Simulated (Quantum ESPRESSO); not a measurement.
# Energy of Zn along an even scaling of the cell

System: Zn (P6₃/mmc, 2 atoms in the cell).
Method: Kohn-Sham DFT of a periodic cell, r2SCAN, SG15 PBE 1.2, no spin polarisation (Quantum ESPRESSO 7.5).

The 7 runs differ only in the geometry, by an even scaling of the cell at fixed fractional positions. The structure derives from an entry of the Crystallography Open Database.

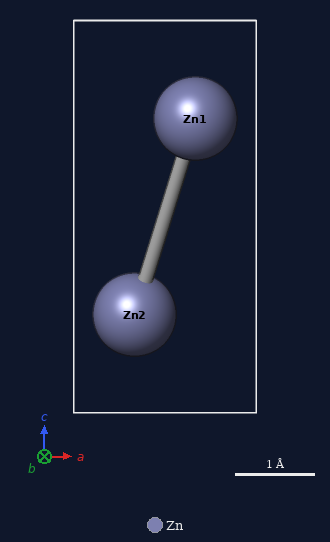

Figure 1. The structure of run 4 (ball-and-stick view of the cell of the calculation, along the b axis; atoms are numbered from 1 in the order of the input). An atom can appear more than once, as a periodic image.

## Input of run 4
```
&CONTROL
  calculation = 'scf'
  prefix = 'pwscf'
  outdir = './tmp'
  pseudo_dir = './pseudo'
  tprnfor = .true.
  tstress = .true.
  disk_io = 'nowf'
/
&SYSTEM
  ibrav = 0
  nat = 2
  ntyp = 1
  ecutwfc = 70
  nbnd = 28
  input_dft = 'r2scan'
  occupations = 'smearing'
  smearing = 'fd'
  degauss = 0.00367493
  nosym = .true.
  nr1 = 36
  nr2 = 36
  nr3 = 60
/
&ELECTRONS
  conv_thr = 1d-08
  electron_maxstep = 120
  mixing_beta = 0.5
/
ATOMIC_SPECIES
Zn    65.3800 Zn_ONCV_PBE-1.2.upf
CELL_PARAMETERS angstrom
   2.6700000000    0.0000000000    0.0000000000
  -1.3350000000    2.3122878281    0.0000000000
   0.0000000000    0.0000000000    4.9660000000
ATOMIC_POSITIONS crystal
Zn     0.6666666667    0.3333333333    0.7500000000
Zn     0.3333333333    0.6666666667    0.2500000000
K_POINTS automatic
7 7 4 0 0 0
```

Command:
```bash
OMP_NUM_THREADS=1 mpirun -n 2 pw.x -nk 2 -in pw.in > pw.out
```

Run 3 differs from it as follows:
```diff
-   2.6700000000    0.0000000000    0.0000000000
-  -1.3350000000    2.3122878281    0.0000000000
-   0.0000000000    0.0000000000    4.9660000000
+   2.6520799970    0.0000000000    0.0000000000
+  -1.3260399985    2.2967686502    0.0000000000
+   0.0000000000    0.0000000000    4.9326701367
```

## Results, with one run withheld

| run | volume per atom (Å³) | free energy per atom, from the lowest run given (meV) | pressure (GPa) |
| --- | --- | --- | --- |
| 1 | 14.410 | 0.00 | 0.67 |
| 2 | 14.716 | 0.23 | −1.19 |
| 3 | 15.023 | ? | ? |
| 4 | 15.330 | 10.38 | −4.28 |
| 5 | 15.636 | 19.53 | −5.53 |
| 6 | 15.943 | 30.93 | −6.64 |
| 7 | 16.249 | 44.34 | −7.60 |

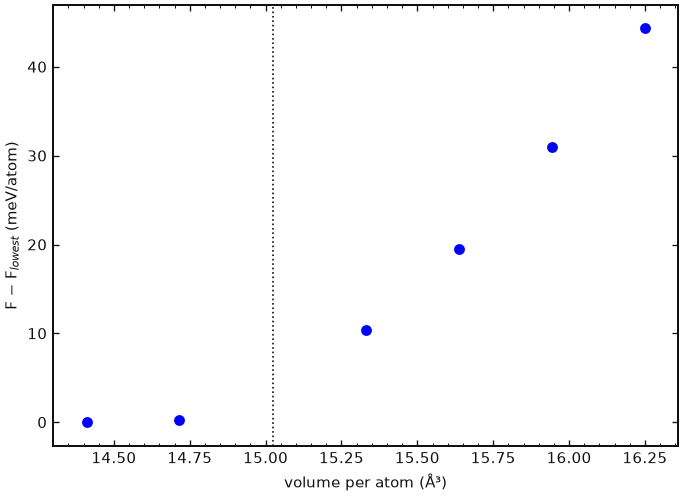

Figure 2. Free energy per atom of the runs given; the dotted line marks run 3.

What should run 3 give?

A cubic polynomial in V^(−2/3) (the Birch–Murnaghan form), fitted to the 6 runs given, misses them by at most 0.02 meV per atom. With x = V^(−2/3) − 0.16185 Å⁻², it reads F = 11.116 − 3778.4 x + 3.0503e+05 x² + 1.0836e+06 x³ (meV per atom). At run 3 it gives 3.83 meV per atom, and the run itself gives 3.83. The slope of the fit gives a pressure −dF/dV of −2.68 GPa there, and the run prints −2.84 GPa. The two needn't agree exactly: the fit is approximate, and the printed stress is taken on a finite basis. The fit has its minimum at 14.542 Å³ per atom, where V d²F/dV² gives 89.5 GPa. Cell shape and fractional positions are held, so this is the stiffness under even scaling; the relaxed bulk modulus wasn't computed.

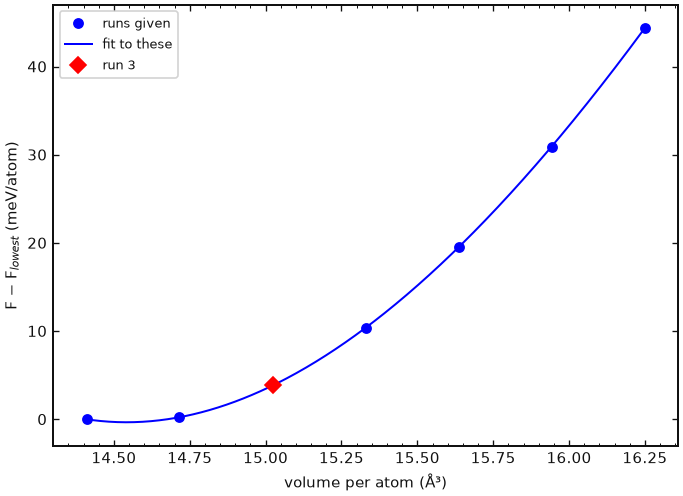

Figure 3. The fit and the withheld run.

## Some lines of the output (run 3)
```
[...]
     total energy              =    -800.77973436 Ry
     total energy              =    -800.80188604 Ry
     total energy              =    -800.81632300 Ry
     total energy              =    -800.81842684 Ry
     total energy              =    -800.81855740 Ry
     total energy              =    -800.81856855 Ry
     total energy              =    -800.81856953 Ry
     total energy              =    -800.81856969 Ry
     total energy              =    -800.81856968 Ry
     the Fermi energy is    15.8265 ev
!    total energy              =    -800.81856969 Ry
     The total energy is F=E-TS. E is the sum of the following terms:
     Computing stress (Cartesian axis) and pressure
          total   stress  (Ry/bohr**3)                   (kbar)     P=      -28.36
```

Notes: Further notes kept with the run: potentials made for another functional. Notes on the run: SCF correction compared to forces is large. Points of doubt noted for this run: coarse mesh; potentials made for another functional.
